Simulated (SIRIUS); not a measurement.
System: fcc Ir, space group Fm-3m, 1 atom in the primitive cell. The cell is scaled at fixed shape and fractional positions; at the middle volume, cubic a = 3.831 Å. Level of theory: revPBE, all-electron FP-LAPW, no spin polarisation, no spin-orbit coupling, 12×12×12 k mesh, Fermi-Dirac smearing of 0.05 eV; code SIRIUS 7.12.0.

It is a metal. At 14.06 Å³/atom some levels near the Fermi level are W single above at +1.48 eV, X single above at +0.84 eV, L single below at −0.82 eV and Γ band bottom at −11.21 eV (named by k point, degeneracy and side).

Q: How does each level move against the Fermi level from 13.22 Å³/atom to 14.90 Å³/atom?

A: W single above goes from +1.65 to +1.33 eV, X single above goes from +0.95 to +0.76 eV, L single below goes from −0.97 to −0.66 eV and Γ band bottom goes from −11.90 to −10.59 eV. The Fermi level lies 11.90 eV above the band bottom at the smallest volume and 10.59 eV at the largest, a power law of about V^−0.97.

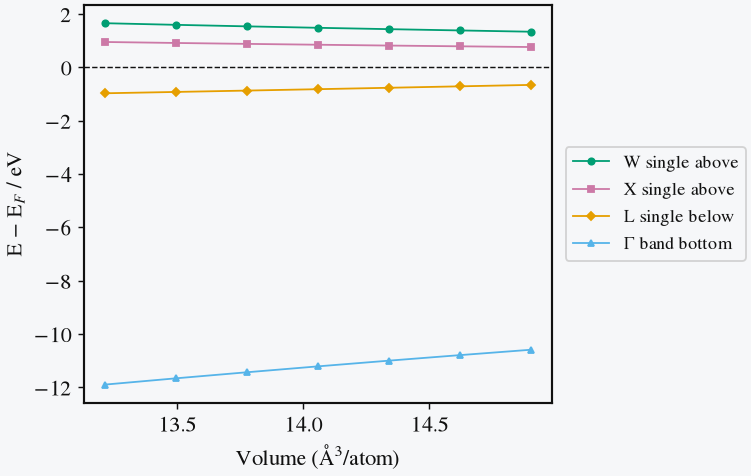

Levels at named k points against volume, from the Fermi level of each run. Each is named by its point, its degeneracy (spin aside) and its side of the Fermi level at the middle volume, where it is the nearest level on that side; the band bottom is the lowest valence level above the core-like shells.

| volume | W single above (eV) | X single above (eV) | L single below (eV) | Γ band bottom (eV) |
| --- | --- | --- | --- | --- |
| 13.22 Å³/atom | 1.65 | 0.95 | −0.97 | −11.90 |
| 13.50 Å³/atom | 1.59 | 0.91 | −0.93 | −11.66 |
| 13.78 Å³/atom | 1.53 | 0.88 | −0.87 | −11.44 |
| 14.06 Å³/atom | 1.48 | 0.84 | −0.82 | −11.21 |
| 14.34 Å³/atom | 1.43 | 0.81 | −0.77 | −11.00 |
| 14.62 Å³/atom | 1.38 | 0.79 | −0.71 | −10.79 |
| 14.90 Å³/atom | 1.33 | 0.76 | −0.66 | −10.59 |

Spin-orbit coupling is left out, which matters for Ir. The Fermi level is that of this mesh and smearing.
